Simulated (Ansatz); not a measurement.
**How the conductance of Nb/GaN/Ta changes with thickness**

Wanted: T(E), the conductance and its decay constant for Nb/GaN/Ta. The lower electrode is Nb bcc(001), the upper one Ta bcc(001); the barrier is GaN zinc blende(001) (N and Ga faces). In the first transport cell, after relaxation, the nearest pair of electrode and barrier is Nb–N at 2.07 Å, along the normal, at the lower face and Ta–Ga at 2.88 Å, at a slant, at the upper one. All share a net of side 3.264 Å, which strains the lower electrode by -1.4 %, the upper one by -1.4 % and the barrier by +1.5 %, against typed lattice constants near PBE's. The first steps treat the bulk electrodes alone.

Program: Ansatz 0.2.0. Level of theory: PBE DFT, plane waves, PAW files, in the first sound run; inputs show where later runs differ. Results are calculated unless marked as measured.

**1. Set-up**

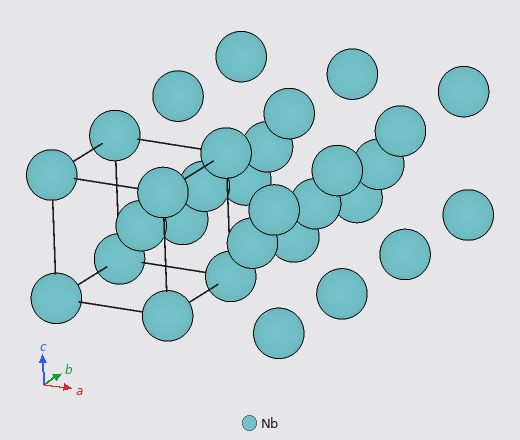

Start, viewed slightly off an axis; niobium teal. 2×3×1 cells are drawn. Some periodic images of atoms are drawn too.

As a file:

```cif
data_structure
_symmetry_space_group_name_H-M 'I4/mmm'
_symmetry_Int_Tables_number 139
_cell_length_a 3.2640
_cell_length_b 3.2640
_cell_length_c 3.3422
_cell_angle_alpha 90.000
_cell_angle_beta 90.000
_cell_angle_gamma 90.000
_cell_volume 35.61
loop_
_atom_site_label
_atom_site_type_symbol
_atom_site_symmetry_multiplicity
_atom_site_Wyckoff_symbol
_atom_site_fract_x
_atom_site_fract_y
_atom_site_fract_z
_atom_site_occupancy
Nb1 Nb 2 a 0.00000 0.00000 0.00000 1
```

**2. The strained electrode, electrode Nb bcc(001)**

The electrode is held to the junction's net and relaxed along the normal; its spacing is used for the ideal lead layers.

input.yaml

```yaml
crystal:
  lattice:
    - [3.264, 0.0, 0.0]
    - [0.0, 3.264, 0.0]
    - [0.0, 0.0, 3.3422]
  atoms:
    - { symbol: Nb, position: [0.0, 0.0, 0.0] }
    - { symbol: Nb, position: [0.5, 0.5, 0.5] }
kpoints:
  mp_grid: { grid: [10, 10, 9] }
scf:
  occupations: { method: fermi_dirac, width: 0.1 }
  max_iter: 150
hamiltonian:
  xc: pbe
relax:
  f_tol: 0.01
  max_steps: 40
  cell: { fix: [a, b, angles] }
```

The run is started by

```sh
> ansatz run input.yaml --threads 8 --pin off --max-ram 24576MiB --backend cpu --events-out ev --progress --plain --runs-dir out
```

Numbers of over 12 decimals in the logs are rounded to 6 here.

The log of the run:

```text
Engine: ansatz 0.2.0, aarch64-unknown-linux-gnu
Pseudopotentials: kind: paw
Pseudopotential: Nb, paw, valence charge 13, recommended cutoff 420 eV (normal), Nb.paw.azcp
Functional definition: PBE
  parameter kappa = 0.804
  parameter beta = 0.066725
  exchange = pbe_x(kappa = kappa, mu = beta*pi^2/3)
  correlation = pbe_c(beta = beta)
Crystal: 2 atoms, lattice volume = 35.607 Å³
Basis set: ecut = 420 eV, 707 PW (Γ), exchange–correlation on 48×48×48 points (8 copies of the dense FFT grid, shifted against one another)
Bands: 17, of which v1, the nominal top of the filled ones, is band 13 counted from 1 (12 counted from 0)
Symmetry: 32 space group operations
Space group: I4/mmm (ITA 139), of the structure as read, at distance tolerance 3.3e-5 Å
k-points: 105 of 900
Non-local potential: Nb, projectors of the file, l = 0: 3, l = 1: 2, l = 2: 2, l = 3: 1
PAW form: soft (Blöchl's): semilocal exchange-correlation on the pseudo side does not see the compensation charge
PAW one-centre angular grid: Nb, 590 points (default); XC on 64 Gauss nodes
Initial density: superposition of atomic densities (neutral atoms: chi_scale 0, normalization atom), corrected by the library's trained network
Initial wavefunctions: pseudopotential atomic-orbital guess
Functional: x = pbe(κ = 0.804, μ = 0.219515), c = pbe(β = 0.066725)
SCF iter   1: F=—  HF=-9104.602721 eV  |F-HF|=—  |Δ(HF+E_count)|=         —  Δρ=3.38e-3  dr2=3.04e-3  ethr=1.77e-3  ⟨swp⟩=5.1  Hψ=7831  notcnv=0
preconditioner: auto → none  [metal: Δε(μ)=0.011 eV  Ē_g=4.247 eV  σ=0.100 eV  W_gap=0.03  n_scr=6 (ndim 8)  ℏωp=19.7 eV  f_vac=0.000  D(μ)=3.03/eV (n_scr^D=32)  sad-step TF]
SCF iter   2: F=—  HF=-9104.602467 eV  |F-HF|=—  |Δ(HF+E_count)|=   2.54e-4  Δρ=1.96e-3  dr2=1.01e-3  ethr=1.17e-5  ⟨swp⟩=2.0  Hψ=3239  notcnv=0
SCF iter   3: F=—  HF=-9104.602348 eV  |F-HF|=—  |Δ(HF+E_count)|=   1.19e-4  Δρ=3.12e-4  dr2=3.33e-5  ethr=3.89e-6  ⟨swp⟩=2.1  Hψ=2253  notcnv=0
SCF iter   4: F=—  HF=-9104.602328 eV  |F-HF|=—  |Δ(HF+E_count)|=   2.04e-5  Δρ=6.46e-5  dr2=3.61e-7  ethr=1.28e-7  ⟨swp⟩=2.3  Hψ=3036  notcnv=0
iter 5 did not close the SCF: its close was put off for the readings that it lacked (scf_convergence_deferred on its scf_iter line)
SCF iter   5: F=-9104.602328 eV  HF=-9104.602328 eV  |F-HF|=4.88e-8  |Δ(HF+E_count)|=   1.46e-7  Δρ=1.58e-5  dr2=6.19e-8  ethr=1.39e-9  ⟨swp⟩=2.0  Hψ=3166  notcnv=0
SCF iter   6: F=-9104.602328 eV  HF=-9104.602328 eV  |F-HF|=3.53e-9  |Δ(HF+E_count)|=   2.47e-8  Δρ=4.32e-6  dr2=4.35e-9  ethr=2.38e-10  ⟨swp⟩=1.4  Hψ=5519  notcnv=0
SCF 1 converged in 6 iterations: F = -9104.602328 eV  dr2 = 4.35e-9
  greatest PAW one-centre occupation: 0.998 electrons in one spin orbital (limit 2), on the Nb atom at site 1 (counted from 0), in its partial waves of l = 0
relax step   1: F+E_penalty+E_count = -9104.60232799 eV  Δ(F+E_penalty+E_count) = +0.000e0 eV  max|allowed force component| = 2.120e-30 eV/Å  Δτ_max = 0.0000 Å  P = +3.424 GPa  Ω = 35.607 Å³  fix = [a, b, alpha, beta, gamma]  reactions: a +4.418, b +4.418 GPa  (6 SCF iters, dr2 threshold 1.00e-7 eV, accepted)
Crystal: 2 atoms, lattice volume = 36.174 Å³
Basis set: ecut = 420 eV, 723 PW (Γ), exchange–correlation on 48×48×48 points (8 copies of the dense FFT grid, shifted against one another)
Initial density: handed on by an earlier stage of this run
Initial wavefunctions: those handed on with the density
iter 1 solved again at ethr=1.14e-6 eV; its pass at ethr=3.10e-3 eV (dr2=2.96e-4 eV) is discarded
SCF iter   1: F=—  HF=-9104.600373 eV  |F-HF|=—  |Δ(HF+E_count)|=         —  Δρ=1.49e-3  dr2=3.19e-4  ethr=1.14e-6  ⟨swp⟩=2.1  Hψ=12047  notcnv=0
preconditioner: auto → none  [metal: Δε(μ)=0.019 eV  Ē_g=4.158 eV  σ=0.100 eV  W_gap=0.05  n_scr=6 (ndim 8)  ℏωp=19.5 eV  f_vac=0.000  D(μ)=3.11/eV (n_scr^D=32)]
SCF iter   2: F=—  HF=-9104.600409 eV  |F-HF|=—  |Δ(HF+E_count)|=   3.67e-5  Δρ=7.33e-4  dr2=7.30e-5  ethr=1.14e-6  ⟨swp⟩=1.0  Hψ=1785  notcnv=0
SCF iter   3: F=—  HF=-9104.600425 eV  |F-HF|=—  |Δ(HF+E_count)|=   1.53e-5  Δρ=5.29e-5  dr2=6.41e-7  ethr=2.81e-7  ⟨swp⟩=1.0  Hψ=1785  notcnv=0
iter 4 did not close the SCF: its close was put off for the readings that it lacked (scf_convergence_deferred on its scf_iter line)
SCF iter   4: F=-9104.600425 eV  HF=-9104.600425 eV  |F-HF|=3.01e-9  |Δ(HF+E_count)|=   1.45e-8  Δρ=9.38e-6  dr2=9.09e-9  ethr=2.47e-9  ⟨swp⟩=2.1  Hψ=2980  notcnv=0
iter 5 did not close the SCF: its close was put off for the readings that it lacked (scf_convergence_deferred on its scf_iter line)
SCF iter   5: F=-9104.600425 eV  HF=-9104.600425 eV  |F-HF|=1.27e-10  |Δ(HF+E_count)|=   4.18e-9  Δρ=1.56e-6  dr2=2.02e-10  ethr=3.50e-11  ⟨swp⟩=2.2  Hψ=3080  notcnv=0
SCF iter   6: F=-9104.600425 eV  HF=-9104.600425 eV  |F-HF|=0.00e0  |Δ(HF+E_count)|=  1.46e-10  Δρ=1.02e-7  dr2=1.24e-12  ethr=1.00e-12  ⟨swp⟩=1.0  Hψ=4539  notcnv=0
SCF 2 converged in 6 iterations: F = -9104.600425 eV  dr2 = 1.24e-12
relax step   2: F+E_penalty+E_count = -9104.60042453 eV  Δ(F+E_penalty+E_count) = +1.903e-3 eV  max|allowed force component| = 2.662e-30 eV/Å  Δτ_max = 0.0000 Å  P = +0.743 GPa  Ω = 36.174 Å³  energy of the carried Pulay correction = -1.073e-4 eV  fix = [a, b, alpha, beta, gamma]  (6 SCF iters, dr2 threshold 2.00e-7 eV, rejected (line search))
Crystal: 2 atoms, lattice volume = 35.819 Å³
iter 1 solved again at ethr=6.06e-7 eV; its pass at ethr=3.10e-3 eV (dr2=1.57e-4 eV) is discarded
SCF iter   1: F=—  HF=-9104.603195 eV  |F-HF|=—  |Δ(HF+E_count)|=         —  Δρ=9.24e-4  dr2=1.20e-4  ethr=6.06e-7  ⟨swp⟩=2.3  Hψ=11393  notcnv=0
preconditioner: auto → none  [metal: Δε(μ)=0.008 eV  Ē_g=4.209 eV  σ=0.100 eV  W_gap=0.02  n_scr=6 (ndim 8)  ℏωp=19.6 eV  f_vac=0.000  D(μ)=3.06/eV (n_scr^D=32)]
SCF iter   2: F=—  HF=-9104.603209 eV  |F-HF|=—  |Δ(HF+E_count)|=   1.39e-5  Δρ=4.56e-4  dr2=2.76e-5  ethr=4.63e-7  ⟨swp⟩=1.0  Hψ=1785  notcnv=0
SCF iter   3: F=—  HF=-9104.603210 eV  |F-HF|=—  |Δ(HF+E_count)|=   8.43e-7  Δρ=4.05e-5  dr2=4.40e-7  ethr=1.06e-7  ⟨swp⟩=1.0  Hψ=1785  notcnv=0
SCF iter   4: F=—  HF=-9104.603209 eV  |F-HF|=—  |Δ(HF+E_count)|=   3.92e-7  Δρ=4.86e-6  dr2=2.21e-9  ethr=1.69e-9  ⟨swp⟩=2.0  Hψ=3045  notcnv=0
SCF iter   5: F=—  HF=-9104.603209 eV  |F-HF|=—  |Δ(HF+E_count)|=   1.18e-9  Δρ=1.26e-6  dr2=1.24e-10  ethr=8.49e-12  ⟨swp⟩=2.6  Hψ=3187  notcnv=0
SCF iter   6: F=-9104.603209 eV  HF=-9104.603209 eV  |F-HF|=5.46e-12  |Δ(HF+E_count)|=  9.46e-11  Δρ=5.83e-8  dr2=4.10e-13  ethr=1.00e-12  ⟨swp⟩=5.0  Hψ=6912  notcnv=0
SCF 3 converged in 6 iterations: F = -9104.603209 eV  dr2 = 4.10e-13
relax step   3: F+E_penalty+E_count = -9104.60320935 eV  Δ(F+E_penalty+E_count) = -8.814e-4 eV  max|allowed force component| = 1.578e-30 eV/Å  Δτ_max = 0.0000 Å  P = +2.392 GPa  Ω = 35.819 Å³  energy of the carried Pulay correction = -4.040e-5 eV  fix = [a, b, alpha, beta, gamma]  reactions: a +3.607, b +3.607 GPa  (6 SCF iters, accepted)
Initial wavefunctions: pseudopotential atomic-orbital guess (no wavefunctions were taken with the density)
iter 1 solved again at ethr=4.18e-8 eV; its pass at ethr=3.10e-3 eV (dr2=1.09e-5 eV) is discarded
SCF iter   1: F=—  HF=-9104.603260 eV  |F-HF|=—  |Δ(HF+E_count)|=         —  Δρ=2.30e-5  dr2=1.03e-8  ethr=4.18e-8  ⟨swp⟩=3.0  Hψ=12732  notcnv=0
preconditioner: auto → none  [metal: Δε(μ)=0.009 eV  Ē_g=4.209 eV  σ=0.100 eV  W_gap=0.02  n_scr=6 (ndim 8)  ℏωp=19.6 eV  f_vac=0.000  D(μ)=3.06/eV (n_scr^D=32)]
SCF iter   2: F=—  HF=-9104.603254 eV  |F-HF|=—  |Δ(HF+E_count)|=   5.62e-6  Δρ=1.14e-5  dr2=2.28e-9  ethr=3.95e-11  ⟨swp⟩=2.1  Hψ=3122  notcnv=0
SCF iter   3: F=—  HF=-9104.603254 eV  |F-HF|=—  |Δ(HF+E_count)|=   6.90e-8  Δρ=7.67e-7  dr2=4.37e-11  ethr=8.78e-12  ⟨swp⟩=2.8  Hψ=3168  notcnv=0
iter 4 did not close the SCF: its close was put off for the readings that it lacked (scf_convergence_deferred on its scf_iter line)
SCF iter   4: F=-9104.603254 eV  HF=-9104.603254 eV  |F-HF|=9.09e-12  |Δ(HF+E_count)|=  2.60e-10  Δρ=1.71e-7  dr2=1.96e-12  ethr=1.00e-12  ⟨swp⟩=1.0  Hψ=1785  notcnv=0
iter 5 did not close the SCF: its close was put off for the readings that it lacked (scf_convergence_deferred on its scf_iter line)
SCF iter   5: F=-9104.603254 eV  HF=-9104.603254 eV  |F-HF|=0.00e0  |Δ(HF+E_count)|=  1.09e-11  Δρ=1.76e-8  dr2=3.39e-14  ethr=1.00e-12  ⟨swp⟩=1.0  Hψ=1785  notcnv=0
iter 6 did not close the SCF: its close was put off for the readings that it lacked (scf_convergence_deferred on its scf_iter line)
SCF iter   6: F=-9104.603254 eV  HF=-9104.603254 eV  |F-HF|=0.00e0  |Δ(HF+E_count)|=    0.00e0  Δρ=3.98e-9  dr2=1.95e-15  ethr=1.00e-12  ⟨swp⟩=1.0  Hψ=1785  notcnv=0
iter 7 did not close the SCF: its close was put off for the readings that it lacked (scf_convergence_deferred on its scf_iter line)
SCF iter   7: F=-9104.603254 eV  HF=-9104.603254 eV  |F-HF|=0.00e0  |Δ(HF+E_count)|=  1.82e-12  Δρ=4.66e-10  dr2=4.25e-17  ethr=1.00e-12  ⟨swp⟩=1.0  Hψ=1785  notcnv=0
SCF iter   8: F=-9104.603254 eV  HF=-9104.603254 eV  |F-HF|=1.82e-12  |Δ(HF+E_count)|=  1.82e-12  Δρ=8.17e-11  dr2=9.97e-19  ethr=1.00e-12  ⟨swp⟩=1.0  Hψ=3993  notcnv=0
SCF 4 converged in 8 iterations: F = -9104.603254 eV  dr2 = 9.97e-19
relax step   4: F+E_penalty+E_count = -9104.60325409 eV  Δ(F+E_penalty+E_count) = -4.473e-5 eV  max|allowed force component| = 5.916e-31 eV/Å  Δτ_max = 0.0000 Å  P = +2.392 GPa  Ω = 35.819 Å³  fix = [a, b, alpha, beta, gamma]  reactions: a +3.606, b +3.606 GPa  stress off target by 3.70e-2 GPa on what of the cell is left free  SCF on the basis re-selected at this cell (its energy is not comparable with the rows above)  (8 SCF iters)
basis re-selected at this cell: Δ(F+E_penalty+E_count) = -4.473e-5 eV, ΔP = +0.000 GPa vs the last step (what re-selecting the basis moved, of the pressure what is left beyond the Pulay correction that the steps carried, after the strain that the cell walked since its last selection, with what the two solves' SCF thresholds leave and, on support functions, any second-order correction that the steps lacked; it is no m [...]
SCF converged after 8 iterations
Free energy (F): -9104.603254 eV
Harris-Foulkes:  -9104.603254 eV  (|F-HF|=1.82e-12)
Internal energy: -9104.503944 eV  (E = F + TS)
E sigma→0 (E₀):  -9104.553599 eV
Entropy (-TS):   -0.099310 eV (-49.655 meV/atom)
Fermi energy:    17.912566 eV
--- Per-component energies (eV) ---
  E_band       = -131.387146
  E_kinetic    = 791.098445
  E_local      = -1380.452299  (includes V_loc(G=0)·N_el)
  E_nonlocal   = 239.973463
  E_hartree    = 430.115239
  E_xc         = -351.700360
  E_vxc        = -426.739156  (∫ρ·V_xc dr)
  E_paw        = -6146.932358  (= ΣΔE_a)
  E_vpaw       = -215.498091  (= ΣTr[D̂ρ^β])
  E_aug_tail   = 0.000013  (compensation charges beyond the density's cutoff)
  E_ewald      = -2686.606087
  E_smearing   = -0.099310  (= −TS)
  E_closure    = 0.000000  (closes the sum)
  Σ components = -9104.603254   (vs F -9104.603254, Δ=0.00e0)
--- Forces (eV/Å), atoms counted from 1 ---
  atom   1  Nb     0.00000000     0.00000000     0.00000000
  atom   2  Nb     0.00000000     0.00000000     0.00000000
  max |Σ_I F_I| component: 3.55e-30 eV/Å
--- Stress (GPa, compression-positive) ---
        3.606485       0.000000       0.000000
        0.000000       3.606485       0.000000
        0.000000       0.000000      -0.037044
  P = ⅓ Tr σ = 2.3920 GPa (23.920 kbar)
--- Relaxed structure (3 steps of the walk, 2 accepted, 1 SCFs on fresh bases) ---
  F+E_penalty+E_count = -9104.60325409 eV   max|allowed force component| = 5.916e-31 eV/Å   (the final SCF, on the basis selected at the relaxed cell)
  cell:  # Å, volume = 35.8192 Å³
    - [3.264, 0, 0.0]
    - [0, 3.264, 0.0]
    - [0.0, 0.0, 3.362136]
  atoms:
    - { symbol: Nb, position: [0.0, 0.0, 0.0] }
    - { symbol: Nb, position: [0.5, 0.5, 0.5] }
```

Elapsed: 1.7 s, on 8 threads of Arm Neoverse V2, shared host; peak memory 0.38 GiB; 10 s of CPU time.

Step by step:

```csv
step,energy less that of the first step (eV),largest force component (eV/Å),pressure (GPa),volume (Å³)
1,0.0000,0.0000,3.42,35.61
2,0.0019,0.0000,0.74,36.17
3,-0.0009,0.0000,2.39,35.82
4*,-0.0009,0.0000,2.39,35.82
```

Relaxation steps marked * repeat the geometry before them on a plane-wave basis chosen anew for their cell, so energy and pressure can jump there. Relaxation step 2 was tried and not accepted.

The run keeps the 32 symmetry operations that it works with, so distortions that break them were not tested.

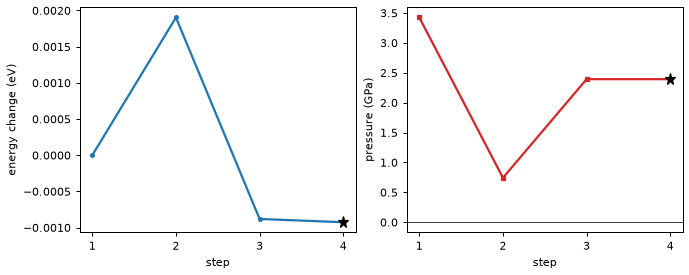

Energy and pressure along the relaxation. Stars mark steps on a basis chosen anew.

| conventional cell, symmetrised | before | after | change |
| --- | --- | --- | --- |
| a (Å) | 3.264 | 3.264 | +0.0 % |
| b (Å) | 3.264 | 3.264 | +0.0 % |
| c (Å) | 3.342 | 3.362 | +0.6 % |
| volume (Å³/atom) | 17.80 | 17.91 | +0.6 % |

Final coordinates:

```
Nb
1.0
     3.26400    0.00000    0.00000
     0.00000    3.26400    0.00000
     0.00000    0.00000    3.36214
Nb
2
Direct
  0.00000 0.00000 0.00000
  0.50000 0.50000 0.50000
```

This step gave:

| Property | Result |
| --- | --- |
| free energy | -9104.6033 eV |
| Fermi energy | 17.91 eV |
| pressure | 2.392 GPa |

The cell grew by 0.6 % in volume.

(Continued in part 2 of 6.)

[Logs are printed without paths, hosts, clocks, repeated set-up lines and the standing remarks that a program may print on its own settings, such as how far it seeks lower states.]

[Hosts, paths, dates, database ids (printed as entryN), source tags and the programs' standing remarks are cut or masked in the printed files.]
